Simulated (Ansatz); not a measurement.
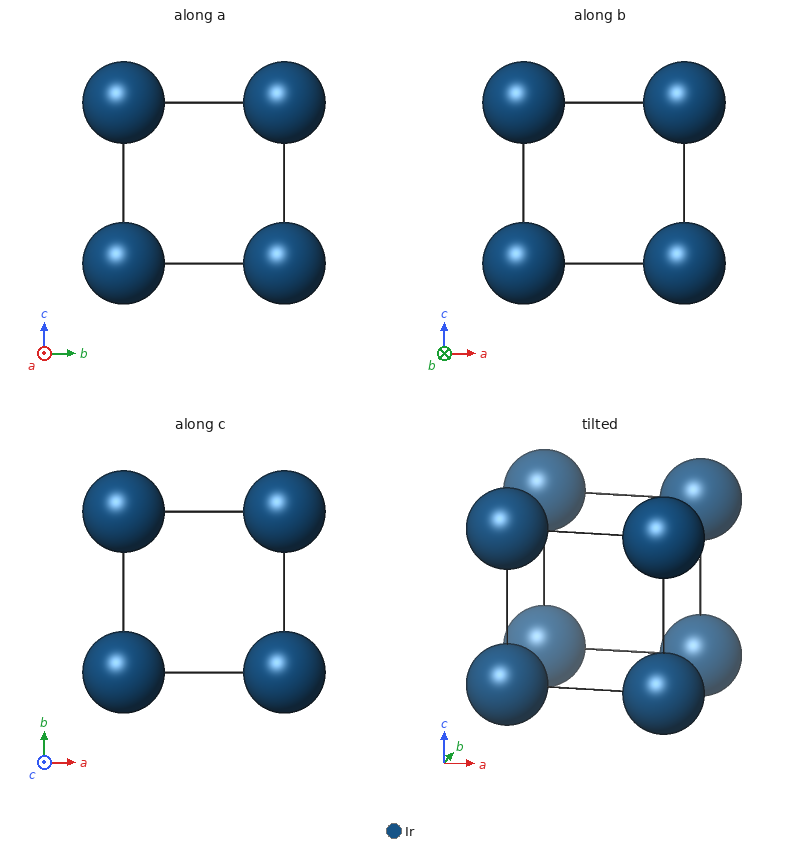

Drawn in the spheres-only manner and seen along the a axis, along the b axis, along the c axis and slightly off an axis. The conventional unit cell is outlined; an atom on or near a face, edge or corner is repeated at each equivalent position.

Lattice parameters: a = 2.5533 Å, b = 2.5533 Å, c = 2.5533 Å, α = 90.000°, β = 90.000°, γ = 90.000°.

Q: Transcribe the picture into a CIF with its space group and independent sites.

A:
```cif
data_structure
_symmetry_space_group_name_H-M 'P m -3 m'
_symmetry_Int_Tables_number 221
_cell_length_a 2.5533
_cell_length_b 2.5533
_cell_length_c 2.5533
_cell_angle_alpha 90.000
_cell_angle_beta 90.000
_cell_angle_gamma 90.000
_cell_volume 16.65
loop_
_atom_site_label
_atom_site_type_symbol
_atom_site_symmetry_multiplicity
_atom_site_Wyckoff_symbol
_atom_site_fract_x
_atom_site_fract_y
_atom_site_fract_z
_atom_site_occupancy
Ir1 Ir 1 a 0.0000 0.0000 0.0000 1
```

Provenance: a structure type filled with this element by a generator (whether the element takes this form wasn't checked). Relaxation method: DFT, r2SCAN, plane waves (500 eV) with PAW, scalar-relativistic (Ansatz).
